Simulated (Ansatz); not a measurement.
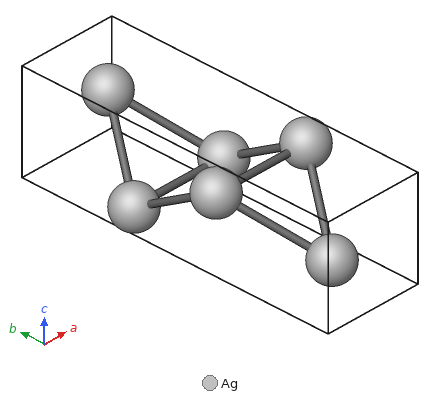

The structure; the drawing may span several cells.

Structure (in its standard cell), the input geometry of an electronic-structure calculation (not necessarily at equilibrium); the starting structure was generated, so it need not be a known form of this composition:

```
Ag
1.0
     2.91444    0.00000    0.00000
     0.00000    9.39982    0.00000
    -0.03582    0.00000    2.95883
Ag
4
Direct
  0.50000 0.86593 0.75000
  0.00000 0.63407 0.25000
  0.00000 0.36593 0.75000
  0.50000 0.13407 0.25000
```

> Predict the [100] zone-axis pattern (300 kV, kinematic, B = 0.8 Å²).

The spots form a rectangular net whose two shortest vectors correspond to d = 4.70 Å and 2.96 Å, 90.0° apart. They are 0 2 0 and 0 0 1 (itself extinct). The pattern has symmetry 2mm. The lattice centring (C) removes all reflections that break h + k = 2n; a glide plane extinguishes reflections such as 0 0 1.

Strongest reflections with d > 1.19 Å, one of each family (|F|² from tabulated Gaussian fits of the electron scattering factors, times a small damping for the curvature of the Ewald sphere):

```json
{"hkl": "0 2 1", "d (Å)": "2.504", "I (strongest = 100)": "100"}
{"hkl": "0 4 0", "d (Å)": "2.350", "I (strongest = 100)": "88"}
{"hkl": "0 0 2", "d (Å)": "1.479", "I (strongest = 100)": "38"}
{"hkl": "0 6 1", "d (Å)": "1.385", "I (strongest = 100)": "29"}
{"hkl": "0 4 2", "d (Å)": "1.252", "I (strongest = 100)": "24"}
{"hkl": "0 6 0", "d (Å)": "1.567", "I (strongest = 100)": "5"}
```

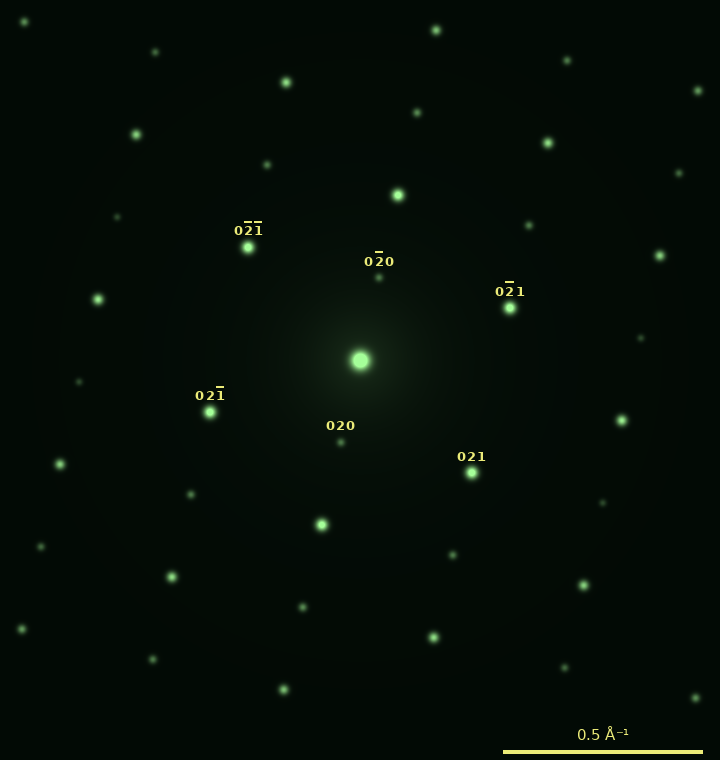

Calculated pattern, seen from the source side with [100] pointing towards the source.
